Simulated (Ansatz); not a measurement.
A series of calculations on Ba₈Zr₈O₂₃H

Part 1: Relaxation

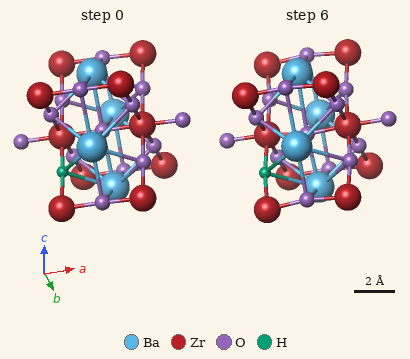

The structure of a defect cell of composition Ba8Zr8O23H (cell charge +1) before (left) and after (right) a relaxation, at one scale.

A ball-and-stick model of the atoms within 5.0 Å of the atom that moves most (axes of the cell of the calculation (origin shifted)), seen from a free direction.

The atoms of the start lie slightly off their symmetric places, so part of the fall in energy undoes that.

The calculation used DFT, PBEsol, PAW, plane waves in Ansatz 0.2.0.

Input
```yaml
crystal:
  lattice:
    - [8.361961, 0.000000, 0.000000]
    - [0.000000, 8.361961, 0.000000]
    - [0.000000, 0.000000, 8.361961]
  atoms:
    - { symbol: Ba, position: [0.999807, 0.999138, 0.000645] }
    - { symbol: Ba, position: [0.999729, 0.001637, 0.496918] }
    - { symbol: Ba, position: [0.999036, 0.498508, 0.003909] }
    - { symbol: Ba, position: [0.998515, 0.500046, 0.497908] }
    - { symbol: Ba, position: [0.502642, 0.996884, 0.000934] }
    - { symbol: Ba, position: [0.502138, 0.003295, 0.498264] }
    - { symbol: Ba, position: [0.504255, 0.498696, 0.001469] }
    - { symbol: Ba, position: [0.505206, 0.499142, 0.497446] }
    - { symbol: Zr, position: [0.248033, 0.249523, 0.247783] }
    - { symbol: Zr, position: [0.247999, 0.250267, 0.749626] }
    - { symbol: Zr, position: [0.254825, 0.749105, 0.246513] }
    - { symbol: Zr, position: [0.248789, 0.750937, 0.750226] }
    - { symbol: Zr, position: [0.749558, 0.252149, 0.245575] }
    - { symbol: Zr, position: [0.747762, 0.248300, 0.751329] }
    - { symbol: Zr, position: [0.753127, 0.748082, 0.252982] }
    - { symbol: Zr, position: [0.748230, 0.748706, 0.752245] }
    - { symbol: O, position: [0.250577, 0.252508, 0.998614] }
    - { symbol: O, position: [0.249197, 0.755061, 0.998539] }
    - { symbol: O, position: [0.249404, 0.752130, 0.499159] }
    - { symbol: O, position: [0.748726, 0.249593, 0.002775] }
    - { symbol: O, position: [0.752741, 0.250292, 0.495374] }
    - { symbol: O, position: [0.747519, 0.749695, 0.995494] }
    - { symbol: O, position: [0.745643, 0.752934, 0.498461] }
    - { symbol: O, position: [0.003050, 0.248579, 0.249596] }
    - { symbol: O, position: [0.997239, 0.249859, 0.748183] }
    - { symbol: O, position: [0.994953, 0.751340, 0.245188] }
    - { symbol: O, position: [0.997625, 0.749176, 0.751817] }
    - { symbol: O, position: [0.500576, 0.248785, 0.251634] }
    - { symbol: O, position: [0.501666, 0.246199, 0.748005] }
    - { symbol: O, position: [0.498789, 0.749034, 0.247916] }
    - { symbol: O, position: [0.498794, 0.747717, 0.751937] }
    - { symbol: O, position: [0.248401, 0.997348, 0.250302] }
    - { symbol: O, position: [0.250399, 0.998052, 0.755616] }
    - { symbol: O, position: [0.252840, 0.500474, 0.250374] }
    - { symbol: O, position: [0.254368, 0.496426, 0.747825] }
    - { symbol: O, position: [0.751491, 0.002922, 0.252769] }
    - { symbol: O, position: [0.752301, 0.001369, 0.751613] }
    - { symbol: O, position: [0.751237, 0.503708, 0.251894] }
    - { symbol: O, position: [0.749632, 0.502817, 0.750243] }
    - { symbol: H, position: [0.252083, 0.253990, 0.504588] }
  symmetry: { detect: false }
kpoints:
  mp_grid: { grid: [1, 1, 1], shift: [0.25, 0.25, 0.25] }
hamiltonian:
  xc: pbesol
total_charge: 1
scf:
  occupations: { method: fermi_dirac, width: 0.01 }
relax:
  f_tol: 0.03
  max_steps: 80
  escape_saddle: false
  adjacent_minimum: "off"
output:
  forces: true
  eigenvalues: true
  populations: true
  charged_corrections: { epsilon: 40 }
```

Launched with:
```bash
ansatz run in.yaml --threads 8 --pin off --max-ram 118750MiB --runs-dir r --events-out ev --progress --plain --backend cuda --devices 0, --max-vram 170GiB
```

> What changed between the two?

The largest move is that of O29, 0.19 Å roughly along [−1 1 −3]. Largest moves by element: O 0.19 Å, H 0.14 Å, Zr 0.08 Å, Ba 0.07 Å. The cell doesn't change. Among the contacts that change: Ba7–O28 2.957 → 3.129 Å, Ba5–O28 2.972 → 3.130 Å, Ba8–O29 2.977 → 2.834 Å, Ba7–O29 2.992 → 3.134 Å. Bond angles that change, for instance: Zr10–O29–Zr14 178.2° → 167.4°, Zr9–O28–Zr13 177.5° → 167.7°, O25–Zr10–O29 178.8° → 171.6°. The energy falls by 0.689 eV per cell of the calculation in 6 geometry steps. The largest force component goes from 2.4 to 0.0044 eV/Å. The run took 4.9 s on 1 × NVIDIA GB200 with 8 threads of Arm Neoverse-V2, peak memory 1.7 GiB.

Limits of the set-up: the periodic images lie only 8.4 Å apart, so the values are limited by the cell's size; the cell is charged, on a uniform background, and energies carry no finite-size correction.

Part 2: Relaxation

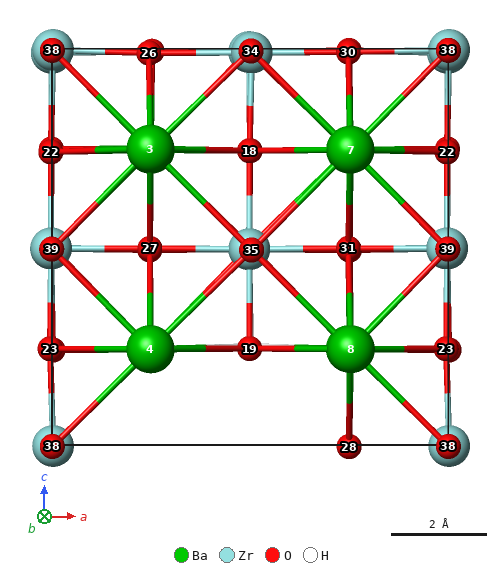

This is the input geometry for a relaxation of a defect cell of composition Ba$_{8}$Zr$_{8}$O$_{23}$H (cell charge −1). A ball-and-stick model of the cell of the calculation (origin shifted), seen along the b axis.

The atoms of the start lie slightly off their symmetric places, so part of the fall in energy undoes that.

All numbers below come from DFT, PBEsol, PAW, plane waves in Ansatz.

Input file:
```yaml
crystal:
  lattice:
    - [8.361961, 0.000000, 0.000000]
    - [0.000000, 8.361961, 0.000000]
    - [0.000000, 0.000000, 8.361961]
  atoms:
    - { symbol: Ba, position: [0.999807, 0.999138, 0.000645] }
    - { symbol: Ba, position: [0.999729, 0.001637, 0.496918] }
    - { symbol: Ba, position: [0.999036, 0.498508, 0.003909] }
    - { symbol: Ba, position: [0.998515, 0.500046, 0.497908] }
    - { symbol: Ba, position: [0.502642, 0.996884, 0.000934] }
    - { symbol: Ba, position: [0.502138, 0.003295, 0.498264] }
    - { symbol: Ba, position: [0.504255, 0.498696, 0.001469] }
    - { symbol: Ba, position: [0.505206, 0.499142, 0.497446] }
    - { symbol: Zr, position: [0.248033, 0.249523, 0.247783] }
    - { symbol: Zr, position: [0.247999, 0.250267, 0.749626] }
    - { symbol: Zr, position: [0.254825, 0.749105, 0.246513] }
    - { symbol: Zr, position: [0.248789, 0.750937, 0.750226] }
    - { symbol: Zr, position: [0.749558, 0.252149, 0.245575] }
    - { symbol: Zr, position: [0.747762, 0.248300, 0.751329] }
    - { symbol: Zr, position: [0.753127, 0.748082, 0.252982] }
    - { symbol: Zr, position: [0.748230, 0.748706, 0.752245] }
    - { symbol: O, position: [0.250577, 0.252508, 0.998614] }
    - { symbol: O, position: [0.249197, 0.755061, 0.998539] }
    - { symbol: O, position: [0.249404, 0.752130, 0.499159] }
    - { symbol: O, position: [0.748726, 0.249593, 0.002775] }
    - { symbol: O, position: [0.752741, 0.250292, 0.495374] }
    - { symbol: O, position: [0.747519, 0.749695, 0.995494] }
    - { symbol: O, position: [0.745643, 0.752934, 0.498461] }
    - { symbol: O, position: [0.003050, 0.248579, 0.249596] }
    - { symbol: O, position: [0.997239, 0.249859, 0.748183] }
    - { symbol: O, position: [0.994953, 0.751340, 0.245188] }
    - { symbol: O, position: [0.997625, 0.749176, 0.751817] }
    - { symbol: O, position: [0.500576, 0.248785, 0.251634] }
    - { symbol: O, position: [0.501666, 0.246199, 0.748005] }
    - { symbol: O, position: [0.498789, 0.749034, 0.247916] }
    - { symbol: O, position: [0.498794, 0.747717, 0.751937] }
    - { symbol: O, position: [0.248401, 0.997348, 0.250302] }
    - { symbol: O, position: [0.250399, 0.998052, 0.755616] }
    - { symbol: O, position: [0.252840, 0.500474, 0.250374] }
    - { symbol: O, position: [0.254368, 0.496426, 0.747825] }
    - { symbol: O, position: [0.751491, 0.002922, 0.252769] }
    - { symbol: O, position: [0.752301, 0.001369, 0.751613] }
    - { symbol: O, position: [0.751237, 0.503708, 0.251894] }
    - { symbol: O, position: [0.749632, 0.502817, 0.750243] }
    - { symbol: H, position: [0.252083, 0.253990, 0.504588] }
  symmetry: { detect: false }
kpoints:
  mp_grid: { grid: [1, 1, 1], shift: [0.25, 0.25, 0.25] }
hamiltonian:
  xc: pbesol
total_charge: -1
scf:
  occupations: { method: fermi_dirac, width: 0.01 }
relax:
  f_tol: 0.03
  max_steps: 80
  escape_saddle: false
  adjacent_minimum: "off"
output:
  forces: true
  eigenvalues: true
  populations: true
  charged_corrections: { epsilon: 40 }
```

Launched with:
```bash
ansatz run in.yaml --threads 8 --pin off --max-ram 118750MiB --runs-dir r --events-out ev --progress --plain --backend cuda --devices 0, --max-vram 170GiB
```

Predict the outcome.

The atom that moves furthest is O33 (0.28 Å along [2 0 −1]). By element the largest moves are O 0.28 Å, H 0.08 Å, Ba 0.07 Å, Zr 0.06 Å. The cell doesn't change. Among the contacts that change: Ba1–O33 2.931 → 3.201 Å, Ba6–O33 3.011 → 2.742 Å, Ba7–O28 2.957 → 3.197 Å, Ba5–O31 2.946 → 3.174 Å. Bond angles that change, for instance: Zr10–O25–Zr14 178.9° → 165.0°, Zr9–O34–Zr11 178.4° → 165.3°, Zr14–O39–Zr16 179.0° → 166.5°. Over 12 geometry steps the energy falls by 0.503 eV per cell of the calculation. Largest force component: 1.1 eV/Å at the start, 0.012 eV/Å at the end.

The structure at the end:

```
Ba Zr O H
1.0
     8.36196    0.00000    0.00000
     0.00000    8.36196    0.00000
     0.00000    0.00000    8.36196
Ba Zr O H
8 8 23 1
Direct
  0.99854 0.00276 0.00072
  0.99584 0.99715 0.50314
  0.99964 0.50076 0.99985
  0.99575 0.50461 0.49971
  0.49805 0.00216 0.99974
  0.50164 0.99859 0.49979
  0.49761 0.50173 0.99887
  0.50328 0.50439 0.49634
  0.24890 0.25067 0.24547
  0.24966 0.25132 0.75404
  0.24872 0.75117 0.25029
  0.25028 0.75029 0.74864
  0.75000 0.25015 0.25094
  0.74921 0.25157 0.74936
  0.74918 0.75043 0.24857
  0.74989 0.75105 0.75099
  0.25069 0.24967 0.99979
  0.25508 0.75348 0.99919
  0.24052 0.74876 0.49976
  0.74686 0.24516 0.00043
  0.75175 0.25994 0.49986
  0.74254 0.75779 0.99978
  0.75553 0.74467 0.49980
  0.00152 0.27397 0.25427
  0.00139 0.21861 0.75001
  0.99965 0.72239 0.24403
  0.00038 0.77207 0.75704
  0.49961 0.22011 0.25737
  0.50085 0.27225 0.74452
  0.50078 0.77150 0.25648
  0.50097 0.72197 0.74369
  0.22853 0.99963 0.25515
  0.28097 0.00066 0.74230
  0.28094 0.49905 0.24963
  0.22610 0.49868 0.74524
  0.77769 0.99944 0.25600
  0.72855 0.99945 0.74308
  0.72868 0.50005 0.24238
  0.77870 0.50058 0.75568
  0.24440 0.25577 0.49975
```

The end point in the same view:

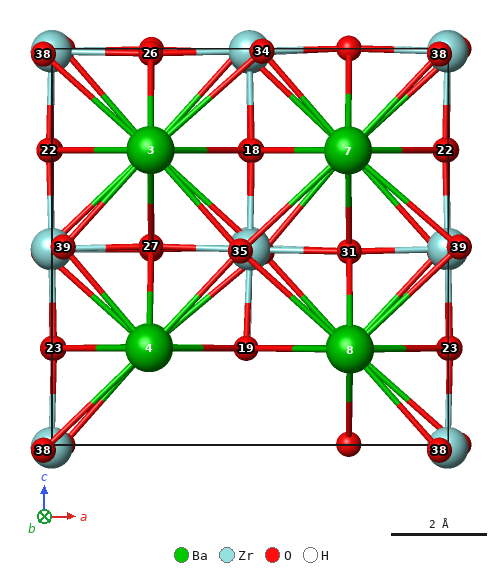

Limits of the set-up: the periodic images lie only 8.4 Å apart, so the values are limited by the cell's size; the cell is charged, on a uniform background, and energies carry no finite-size correction.

Part 3: Defect

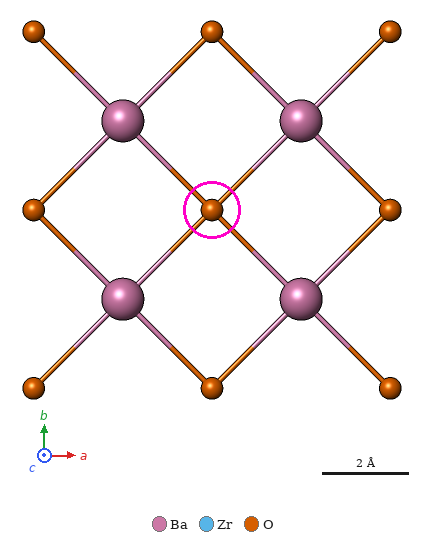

Perfect BaZrO3. A ball-and-stick model of the atoms within 6.0 Å of one point, in a slice 3.4 Å thick across the line of sight, seen along the c axis.

The calculation used DFT, PBEsol, PAW, plane waves (Ansatz). Set-up: plane-wave cutoff 420 eV; k-point mesh 1 × 1 × 1; mesh shifted by (0.25, 0.25, 0.25); collinear spin. Fermi-Dirac smearing of 0.01 eV. The axes drawn are those of the host's conventional cell.

An oxygen atom is replaced by hydrogen at the ringed place, in charge state 0. The supercell has 40 sites, and the atoms are relaxed at the host's cell.

Question: Predict the relaxed surroundings of the defect.

Answer: In the host the O atom has 2 Zr at 2.09 Å; the H atom ends with 2 Zr at 2.15 Å. Of the host's atoms, an oxygen atom moves furthest from its site, by 0.08 Å. The cell's net moment is 1.00 μB.

The relaxed defect, seen from the same direction:

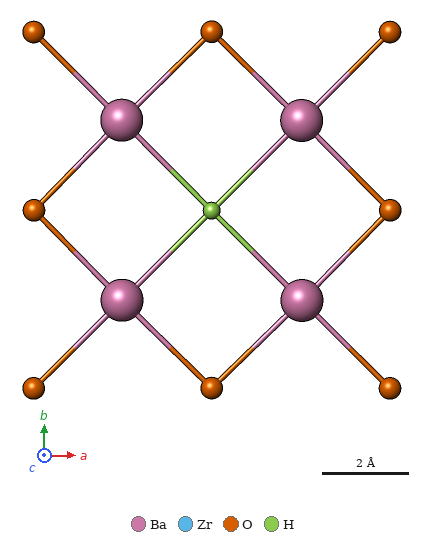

Limits of the set-up: the periodic images lie only 8.4 Å apart, so the values are limited by the cell's size.
